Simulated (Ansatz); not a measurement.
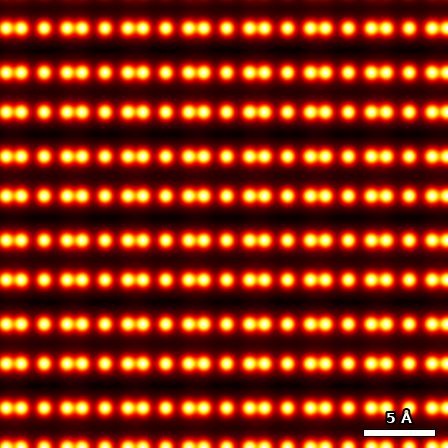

HAADF-like image of Tl. Simulated incoherent Z contrast: every atom adds Z^1.7 spread by a probe of 0.74 Å full width; channelling and multiple scattering are left out. The probe carries 25 % of its weight in a tail 2.5 times as wide. The display is stretched by a gamma of 0.65; percentages refer to the linear signal.

Give the net of the columns and its spacings.

Answer. The pattern repeats on a rectangular net of 4.4 × 6.1 Å.

Which plane group does this projection have?

Answer. p2mm: mirror lines in two perpendicular directions, with twofold points where they cross.

How many columns does the smallest repeating cell hold, and how many levels of brightness?

Answer. 6 columns in the primitive cell of 26.7 Å², all of one brightness.

The crystal is Tl (R-3m, No. 166) seen along [210]. Atomic positions: the end point of a relaxation with DFT r2SCAN, scalar-relativistic, plane waves, PAW in Ansatz 0.2.0; the starting structure was generated, so it need not be a known form of this composition.
